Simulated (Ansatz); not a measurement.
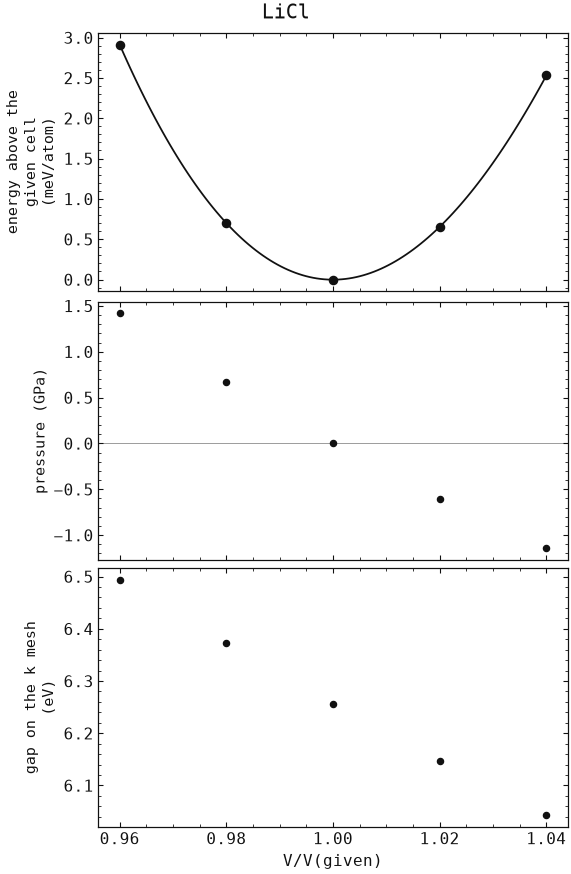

Plotted: energy above the given cell, pressure and gap on the k mesh against V/V(given) for LiCl, space group Fm-3m (No. 225).

Cell as given: a = 3.642 Å, b = 3.642 Å, c = 3.642 Å, α = 60.00°, β = 60.00°, γ = 60.00°; 2 atoms.

Computed with Ansatz 0.2.0: plane-wave density functional theory, PAW datasets, Gaussian smearing 0.05 eV: equation of state, the given cell scaled in volume with shape and atoms relaxed at each volume; third-order Birch-Murnaghan fit. Level: PBE, no spin polarisation.

- PAW set: soft_2
- wave cutoff: 420 eV
- k mesh: 12×12×12
- symmetry use: detected

V(given) is 17.08 Å³/atom.

Tabulate the plotted points.

```json
{"V/V(given)": "0.96", "energy above the given cell (meV/atom)": "2.91", "pressure (GPa)": "1.417", "gap on the k mesh (eV)": "6.493"}
{"V/V(given)": "0.98", "energy above the given cell (meV/atom)": "0.70", "pressure (GPa)": "0.671", "gap on the k mesh (eV)": "6.372"}
{"V/V(given)": "1.00", "energy above the given cell (meV/atom)": "0.00", "pressure (GPa)": "0.000", "gap on the k mesh (eV)": "6.256"}
{"V/V(given)": "1.02", "energy above the given cell (meV/atom)": "0.65", "pressure (GPa)": "-0.603", "gap on the k mesh (eV)": "6.147"}
{"V/V(given)": "1.04", "energy above the given cell (meV/atom)": "2.53", "pressure (GPa)": "-1.146", "gap on the k mesh (eV)": "6.043"}
```
